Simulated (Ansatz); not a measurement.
## Geometry relaxation, with input and output: TaN (part 2 of 2)

Continued. System: TaN (P6₃/mmc, 4 atoms in the cell). Method: DFT PBEsol, scalar-relativistic, plane waves, PAW, no spin polarisation (Ansatz 0.2.0); cutoff 420 eV, 6×6×4 k-mesh, Gaussian smearing of 0.1 eV. The structure derives from an entry of the Crystallography Open Database.

What the program printed, continued:
```
relax step   8: F+E_penalty+E_count = -20374.48209952 eV  Δ(F+E_penalty+E_count) = -7.436e-2 eV  max|allowed force component| = 1.758e-16 eV/Å  Δτ_max = 0.0000 Å  P = +1.663 GPa  Ω = 42.188 Å³  stress off target by 4.32e0 GPa  SCF on the basis re-selected at this cell (its energy is not comparable with the rows above)  (6 SCF iters)
basis re-selected at this cell: Δ(F+E_penalty+E_count) = -7.436e-2 eV, ΔP = +1.566 GPa vs the last step (what re-selecting the basis moved, of the pressure what is left beyond the Pulay correction that the steps carried, after the strain that the cell walked since its last selection, with what the two solves' SCF thresholds leave and, on support functions, any second-order correction that the steps lacked; it is no measure of the basis error at this ecutwfc). The dense FFT grid was sized anew with the basis: this SCF ran on 20×20×40 points, the steps before it on 24×24×36, so part of this shift can come from that change (see relax.cell in the input reference). This SCF's stress stands 4.32e0 GPa from its target on what of the cell is left free (relax.cell.stress_tol is 5.00e-1 GPa) and its largest allowed force component is 1.76e-16 eV/Å (relax.f_tol is 5.00e-2 eV/Å): not within both, so this SCF does not close the relaxation
Crystal: 4 atoms, lattice volume = 42.350 Å³
iter 1 solved again at ethr=1.70e-6 eV; its pass at ethr=3.10e-3 eV (dr2=6.11e-4 eV) is discarded
SCF iter   1: F=—  HF=-20374.484732 eV  |F-HF|=—  |Δ(HF+E_count)|=         —  Δρ=1.19e-3  dr2=6.68e-4  ethr=1.70e-6  ⟨swp⟩=2.1  Hψ=2587  notcnv=0
preconditioner: auto → Kerker (q_TF=auto, 2.655 Å⁻¹)  [metal: Δε(μ)=0.070 eV  Ē_g=11.141 eV  σ=0.100 eV  W_gap=0.36  n_scr=10 (ndim 8)  ℏωp=25.5 eV  f_vac=0.000  D(μ)=1.79/eV (n_scr^D=22)]
SCF iter   2: F=—  HF=-20374.484574 eV  |F-HF|=—  |Δ(HF+E_count)|=   1.58e-4  Δρ=5.49e-4  dr2=1.52e-4  ethr=1.70e-6  ⟨swp⟩=2.1  Hψ=648  notcnv=0
SCF iter   3: F=—  HF=-20374.484552 eV  |F-HF|=—  |Δ(HF+E_count)|=   2.18e-5  Δρ=2.23e-4  dr2=2.96e-5  ethr=4.24e-7  ⟨swp⟩=2.3  Hψ=698  notcnv=0
SCF iter   4: F=—  HF=-20374.484541 eV  |F-HF|=—  |Δ(HF+E_count)|=   1.11e-5  Δρ=4.58e-5  dr2=4.95e-7  ethr=8.22e-8  ⟨swp⟩=2.3  Hψ=794  notcnv=0
SCF iter   5: F=-20374.484541 eV  HF=-20374.484541 eV  |F-HF|=1.91e-9  |Δ(HF+E_count)|=   3.94e-8  Δρ=6.17e-6  dr2=9.99e-9  ethr=1.11e-9  ⟨swp⟩=5.1  Hψ=2089  notcnv=0
SCF 9 converged in 5 iterations: F = -20374.484541 eV  dr2 = 9.99e-9
relax step   9: F+E_penalty+E_count = -20374.48454116 eV  Δ(F+E_penalty+E_count) = -2.442e-3 eV  max|allowed force component| = 2.591e-16 eV/Å  Δτ_max = 0.0000 Å  P = +0.093 GPa  Ω = 42.350 Å³  energy of the carried Pulay correction = -4.775e-4 eV  (5 SCF iters, dr2 threshold 4.00e-7 eV, accepted)
iter 1 solved again at ethr=3.92e-8 eV; its pass at ethr=3.10e-3 eV (dr2=1.41e-5 eV) is discarded
SCF iter   1: F=—  HF=-20374.485058 eV  |F-HF|=—  |Δ(HF+E_count)|=         —  Δρ=2.87e-5  dr2=4.52e-8  ethr=3.92e-8  ⟨swp⟩=3.2  Hψ=3883  notcnv=0
preconditioner: auto → Kerker (q_TF=auto, 2.655 Å⁻¹)  [metal: Δε(μ)=0.075 eV  Ē_g=11.143 eV  σ=0.100 eV  W_gap=0.38  n_scr=10 (ndim 8)  ℏωp=25.5 eV  f_vac=0.000  D(μ)=1.81/eV (n_scr^D=22)]
SCF iter   2: F=—  HF=-20374.485086 eV  |F-HF|=—  |Δ(HF+E_count)|=   2.83e-5  Δρ=1.49e-5  dr2=1.28e-8  ethr=1.25e-10  ⟨swp⟩=2.0  Hψ=825  notcnv=0
SCF iter   3: F=-20374.485086 eV  HF=-20374.485086 eV  |F-HF|=1.02e-10  |Δ(HF+E_count)|=   1.69e-8  Δρ=2.74e-6  dr2=1.09e-9  ethr=1.11e-11  ⟨swp⟩=5.5  Hψ=1895  notcnv=0
SCF 10 converged in 3 iterations: F = -20374.485086 eV  dr2 = 1.09e-9
relax step  10: F+E_penalty+E_count = -20374.48508626 eV  Δ(F+E_penalty+E_count) = -5.451e-4 eV  max|allowed force component| = 2.914e-16 eV/Å  Δτ_max = 0.0000 Å  P = +0.093 GPa  Ω = 42.350 Å³  stress off target by 2.81e-1 GPa  SCF on the basis re-selected at this cell (its energy is not comparable with the rows above)  (3 SCF iters)
```

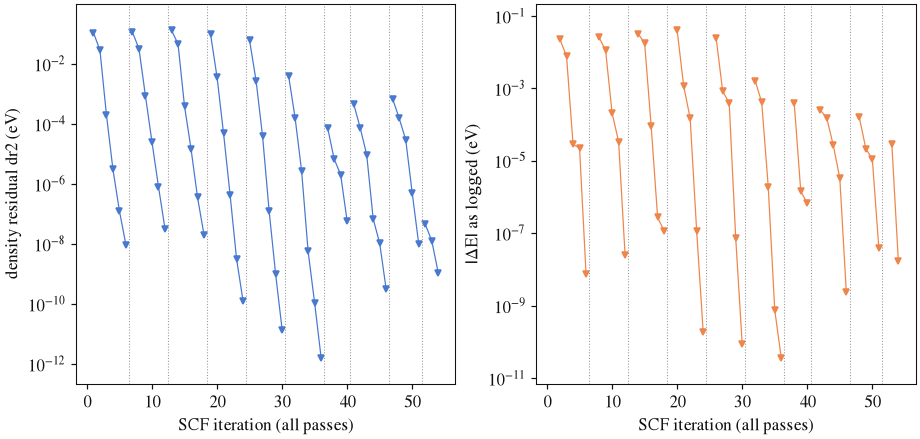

Fig. 1: Convergence of the self-consistent field: density residual dr2 and size of the energy change against the SCF iteration. The dotted lines part the SCF passes of the relaxation: geometry steps, rejected trials and re-solves on a re-selected basis. The 10 passes take 3 to 6 iterations each, 54 in all.

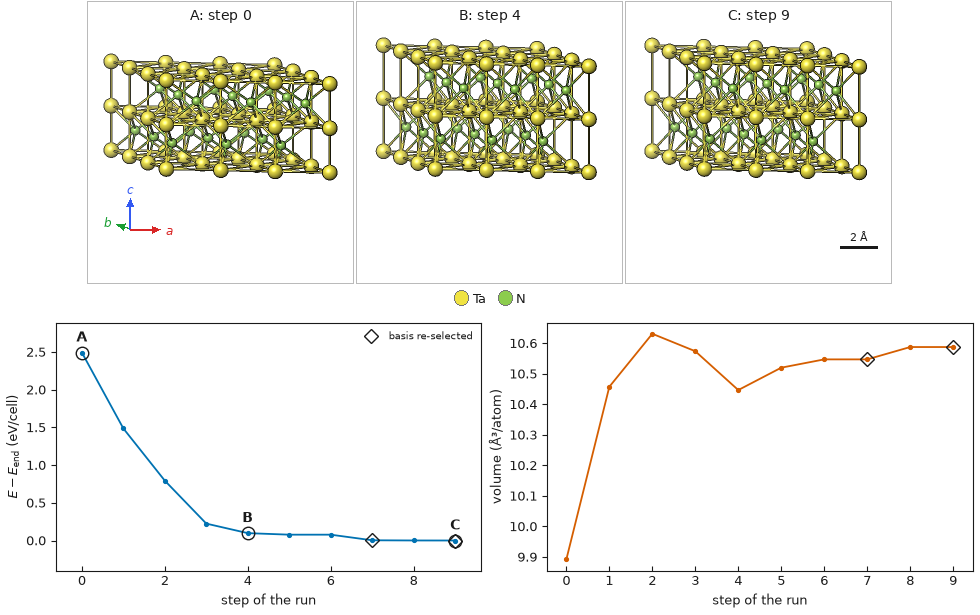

Fig. 2: Frames of the relaxation (ball-and-stick view of the cell of the calculation, repeated 3 × 3 × 1, seen slightly off an axis) above the curves, on which the letters mark them (the first geometry is step 0 here and step 1 in the log).

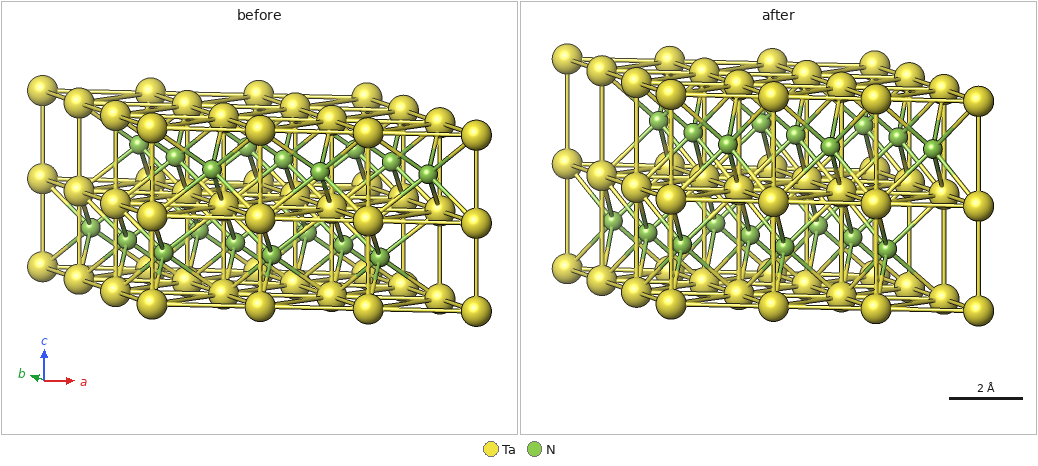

Fig. 3: Before (left) and after (right) the relaxation, at one scale (ball-and-stick view of the cell of the calculation, repeated 3 × 3 × 1, seen slightly off an axis). No atom moves by more than 0.005 Å relative to the cell. Cell: a = b 3.048 → 2.890 Å (−5.2 %), c 4.918 → 5.854 Å (+19.0 %). Volume +7.0 %. Among the contacts that change: Ta1–Ta2 2.459 → 2.927 Å, Ta1–Ta1 3.048 → 2.890 Å, Ta1–N3 2.147 → 2.220 Å. Among the angles that change: Ta1–N4–Ta2 69.9° → 82.5°, Ta1–N4–Ta1 90.5° → 81.3°, Ta1–N4–Ta2 131.6° → 135.8°. The space group stays P6_3/mmc (No. 194). After 7 geometry steps the energy has fallen by 2.491 eV per cell of the calculation. All forces vanish by symmetry, so only the cell relaxes. The pressure goes from 48.34 to 0.09 GPa. 1 further SCF at an unchanged geometry re-selected the plane-wave basis for the new cell. The energy change given includes the shifts at the re-selections in mid-walk, which come without any move. A last SCF at the same geometry on a re-selected plane-wave basis shifts the energy by −0.5 meV per cell of the calculation. (Atoms are counted from 1 in the order of the input.)

```
basis re-selected at this cell: Δ(F+E_penalty+E_count) = -5.451e-4 eV, ΔP = +0.000 GPa vs the last step (what re-selecting the basis moved, of the pressure what is left beyond the Pulay correction that the steps carried, after the strain that the cell walked since its last selection, with what the two solves' SCF thresholds leave and, on support functions, any second-order correction that the steps lacked; it is no measure of the basis error at this ecutwfc). This SCF's stress stands 2.81e-1 GPa from its target on what of the cell is left free (relax.cell.stress_tol is 5.00e-1 GPa) and its largest allowed force component is 2.91e-16 eV/Å (relax.f_tol is 5.00e-2 eV/Å): within both
SCF converged after 3 iterations
Free energy (F): -20374.485086 eV
Harris-Foulkes:  -20374.485086 eV  (|F-HF|=1.02e-10)
Internal energy: -20374.476034 eV  (E = F + TS)
E sigma→0 (E₀):  -20374.480560 eV
Entropy (-TS):   -0.009052 eV (-2.263 meV/atom)
Fermi energy:    20.346879 eV
--- Per-component energies (eV) ---
  E_band       = -92.877411
  E_kinetic    = 1000.750558
  E_local      = -1180.092057  (includes V_loc(G=0)·N_el)
  E_nonlocal   = 126.271280
  E_hartree    = 397.397215
  E_xc         = -556.467164
  E_vxc        = -564.218025  (∫ρ·V_xc dr)
  E_paw        = -16791.126712  (= ΣΔE_a)
  E_vpaw       = -270.384204  (= ΣTr[D̂ρ^β])
  E_aug_tail   = 0.000403  (compensation charges beyond the density's cutoff)
  E_ewald      = -3371.693048
  E_core_change = 0.483491  (= ΣΔE_core)
  E_smearing   = -0.009052  (= −TS)
  E_closure    = 0.000000  (closes the sum)
  Σ components = -20374.485086   (vs F -20374.485086, Δ=0.00e0)
--- Forces (eV/Å), atoms counted from 1 ---
  atom   1  Ta     0.00000000    -0.00000000    -0.00000000
  atom   2  Ta     0.00000000    -0.00000000    -0.00000000
  atom   3  N      0.00000000     0.00000000    -0.00000000
  atom   4  N     -0.00000000    -0.00000000     0.00000000
  max |Σ_I F_I| component: 1.85e-17 eV/Å
--- Stress (GPa, compression-positive) ---
       -0.000913       0.000000      -0.000000
       -0.000000      -0.000913      -0.000000
       -0.000000      -0.000000       0.280843
  P = ⅓ Tr σ = 0.0930 GPa (0.930 kbar)
--- Band table (eV; the first three rows and the last of 21) ---
  k-point 0: bands = ["-47.8450", "-47.8022", "-15.0425", "-14.1926", "-13.9167", "-13.9167", "-13.8476", "-13.8476", "2.7907", "5.3479", "11.0557", "15.5315", "15.5315", "16.0468", "16.9641", "18.4932", "18.4932", "20.2307", "20.2307", "21.0423", "21.0423", "22.9421", "23.9078", "24.5894", "24.5894", "26.6829"]
  k-point 1: bands = ["-47.8388", "-47.8085", "-14.9256", "-14.3253", "-13.9067", "-13.9067", "-13.8578", "-13.8578", "3.1027", "4.8670", "11.7163", "14.8831", "15.7891", "15.7891", "17.6344", "17.6344", "18.0401", "21.0405", "21.0405", "21.2187", "21.2187", "21.8275", "24.4664", "24.4664", "24.5525", "26.1027"]
  k-point 2: bands = ["-47.8237", "-47.8237", "-14.6333", "-14.6333", "-13.8823", "-13.8823", "-13.8823", "-13.8823", "3.9121", "3.9121", "13.2082", "13.2082", "16.5304", "16.5304", "16.5304", "16.5304", "19.7986", "19.7986", "21.5055", "21.5055", "21.5055", "21.5055", "24.9408", "24.9408", "24.9408", "24.9408"]
  k-point 20: bands = ["-47.7174", "-47.7174", "-14.7056", "-14.7056", "-14.6886", "-14.6886", "-14.3541", "-14.3541", "5.2471", "5.2471", "13.1306", "13.1306", "14.6310", "14.6310", "14.7040", "14.7040", "20.0487", "20.0487", "23.2965", "23.2965", "23.7234", "23.7234", "24.6686", "24.6686", "29.1236", "29.1236"]
--- Relaxed structure (8 steps of the walk, 8 accepted, 2 SCFs on fresh bases) ---
  F+E_penalty+E_count = -20374.48508626 eV   max|allowed force component| = 2.914e-16 eV/Å   (the final SCF, on the basis selected at the relaxed cell)
  cell:  # Å, volume = 42.3496 Å³
    - [2.890351375982531, 0.0, 0.0]
    - [-1.4451756879912654, 2.503117717464179, 0.0]
    - [0.0, 0.0, 5.853523171374598]
  atoms:
    - { symbol: Ta, position: [-3.5965427329727623e-34, -1.4174319323554093e-34, 0.0] }
    - { symbol: Ta, position: [-2.250040952047417e-34, 6.042136119155757e-35, 0.5] }
    - { symbol: N, position: [0.3333333333333332, 0.6666666666666664, 0.25] }
    - { symbol: N, position: [0.6666666666666665, 0.3333333333333332, 0.75] }
```

Trajectory as extended XYZ (Å, eV, eV/Å), 10 frames, from step=1 to step=10:
```
4
Lattice="3.0480 0.0000 0.0000 -1.5240 2.6396 0.0000 0.0000 0.0000 4.9180" Properties=species:S:1:pos:R:3:forces:R:3 step=1 energy=-20371.99325 pressure_GPa=48.34
Ta    0.0000    0.0000    0.0000    0.0000   0.0000   0.0000
Ta    0.0000    0.0000    2.4590    0.0000   0.0000   0.0000
N     0.0000    1.7598    1.2295    0.0000   0.0000   0.0000
N     1.5240    0.8799    3.6885    0.0000   0.0000   0.0000
4
Lattice="3.0602 0.0000 0.0000 -1.5301 2.6502 0.0000 0.0000 0.0000 5.1577" Properties=species:S:1:pos:R:3:forces:R:3 step=2 energy=-20372.99982 pressure_GPa=17.72
Ta    0.0000    0.0000    0.0000    0.0000   0.0000   0.0000
Ta    0.0000    0.0000    2.5788    0.0000   0.0000   0.0000
N     0.0000    1.7668    1.2894    0.0000   0.0000   0.0000
N     1.5301    0.8834    3.8682    0.0000   0.0000   0.0000
4
Lattice="3.0162 0.0000 0.0000 -1.5081 2.6121 0.0000 0.0000 0.0000 5.3973" Properties=species:S:1:pos:R:3:forces:R:3 step=3 energy=-20373.69197 pressure_GPa=5.69
Ta    0.0000    0.0000    0.0000    0.0000   0.0000   0.0000
Ta    0.0000    0.0000    2.6987    0.0000   0.0000   0.0000
N     0.0000    1.7414    1.3493    0.0000   0.0000   0.0000
N     1.5081    0.8707    4.0480    0.0000   0.0000   0.0000
4
Lattice="2.9435 0.0000 0.0000 -1.4717 2.5491 0.0000 0.0000 0.0000 5.6368" Properties=species:S:1:pos:R:3:forces:R:3 step=4 energy=-20374.26111 pressure_GPa=2.18
Ta    0.0000    0.0000    0.0000    0.0000   0.0000   0.0000
Ta    0.0000    0.0000    2.8184    0.0000   0.0000   0.0000
N     0.0000    1.6994    1.4092    0.0000   0.0000   0.0000
N     1.4717    0.8497    4.2276    0.0000   0.0000   0.0000
4
Lattice="2.8654 0.0000 0.0000 -1.4327 2.4815 0.0000 0.0000 0.0000 5.8765" Properties=species:S:1:pos:R:3:forces:R:3 step=5 energy=-20374.38740 pressure_GPa=2.86
Ta    0.0000    0.0000    0.0000    0.0000   0.0000   0.0000
Ta    0.0000    0.0000    2.9383    0.0000   0.0000   0.0000
N     0.0000    1.6544    1.4691    0.0000   0.0000   0.0000
N     1.4327    0.8272    4.4074    0.0000   0.0000   0.0000
4
Lattice="2.8900 0.0000 0.0000 -1.4450 2.5028 0.0000 0.0000 0.0000 5.8176" Properties=species:S:1:pos:R:3:forces:R:3 step=6 energy=-20374.40767 pressure_GPa=1.09
Ta    0.0000    0.0000    0.0000    0.0000   0.0000   0.0000
Ta    0.0000    0.0000    2.9088    0.0000   0.0000   0.0000
N     0.0000    1.6685    1.4544    0.0000   0.0000   0.0000
N     1.4450    0.8343    4.3632    0.0000   0.0000   0.0000
4
Lattice="2.8919 0.0000 0.0000 -1.4460 2.5045 0.0000 0.0000 0.0000 5.8248" Properties=species:S:1:pos:R:3:forces:R:3 step=7 energy=-20374.40774 pressure_GPa=0.10
Ta    0.0000    0.0000    0.0000    0.0000   0.0000   0.0000
Ta    0.0000    0.0000    2.9124    0.0000   0.0000   0.0000
N     0.0000    1.6697    1.4562    0.0000   0.0000   0.0000
N     1.4460    0.8348    4.3686    0.0000   0.0000   0.0000
4
Lattice="2.8919 0.0000 0.0000 -1.4460 2.5045 0.0000 0.0000 0.0000 5.8248" Properties=species:S:1:pos:R:3:forces:R:3 step=8 energy=-20374.48210 pressure_GPa=1.66
Ta    0.0000    0.0000    0.0000    0.0000   0.0000   0.0000
Ta    0.0000    0.0000    2.9124    0.0000   0.0000   0.0000
N     0.0000    1.6697    1.4562    0.0000   0.0000   0.0000
N     1.4460    0.8348    4.3686    0.0000   0.0000   0.0000
4
Lattice="2.8904 0.0000 0.0000 -1.4452 2.5031 0.0000 0.0000 0.0000 5.8535" Properties=species:S:1:pos:R:3:forces:R:3 step=9 energy=-20374.48454 pressure_GPa=0.09
Ta    0.0000    0.0000    0.0000    0.0000   0.0000   0.0000
Ta    0.0000    0.0000    2.9268    0.0000   0.0000   0.0000
N     0.0000    1.6687    1.4634    0.0000   0.0000   0.0000
N     1.4452    0.8344    4.3901    0.0000   0.0000   0.0000
4
Lattice="2.8904 0.0000 0.0000 -1.4452 2.5031 0.0000 0.0000 0.0000 5.8535" Properties=species:S:1:pos:R:3:forces:R:3 step=10 energy=-20374.48509 pressure_GPa=0.09
Ta    0.0000    0.0000    0.0000    0.0000   0.0000   0.0000
Ta    0.0000    0.0000    2.9268    0.0000   0.0000   0.0000
N     0.0000    1.6687    1.4634    0.0000   0.0000   0.0000
N     1.4452    0.8344    4.3901    0.0000   0.0000   0.0000
```

This output came from the following input.

Input:
```yaml
crystal:
  lattice:
    - [3.0480019786, 0.0, 0.0]
    - [-1.5240009893, 2.6396471442, 0.0]
    - [0.0, 0.0, 4.918]
  atoms:
    - { symbol: Ta, position: [0.0, 0.0, 0.0] }
    - { symbol: Ta, position: [0.0, 0.0, 0.5] }
    - { symbol: "N", position: [0.3333333333, 0.6666666667, 0.25] }
    - { symbol: "N", position: [0.6666666667, 0.3333333333, 0.75] }
basis:
  ecutwfc: 420
kpoints:
  mp_grid: { grid: [6, 6, 4] }
hamiltonian:
  xc: pbesol
scf:
  occupations: { method: gaussian, width: 0.1 }
output:
  forces: true
  stress: true
  eigenvalues: true
relax:
  adjacent_minimum: "off"
  f_tol: 0.05
  max_steps: 80
  cell: { stress_tol: 0.5 }
```

Command:
```bash
ansatz run input.yaml --threads 2 --pin off --max-ram 5120MiB --backend cpu --events-out ev --progress --plain --runs-dir out
```

Summary:

- outcome: converged
- space group (tolerance 0.01 Å): P6₃/mmc (194)
- electrons treated: 36
- free energy: −20374.4851 eV
- Fermi energy: 20.347 eV
- gap on the k-point mesh: none (metallic)
- pressure: 0.09 GPa
- final volume: 42.35 Å³
- largest force (length of the vector) at the end: under 0.001 eV/Å
- final cell: a = 2.890 Å, b = 2.890 Å, c = 5.854 Å, α = 90.00°, β = 90.00°, γ = 120.00°
- hardware: 2 threads of Intel Xeon @ 2.50GHz (Skylake/Cascade Lake), 32 GiB of memory available, shared host
- wall time: 10 s (CPU time 18 s)
- peak memory: 0.36 GiB

Notes:

Spin–orbit coupling is left out, which matters for Ta.
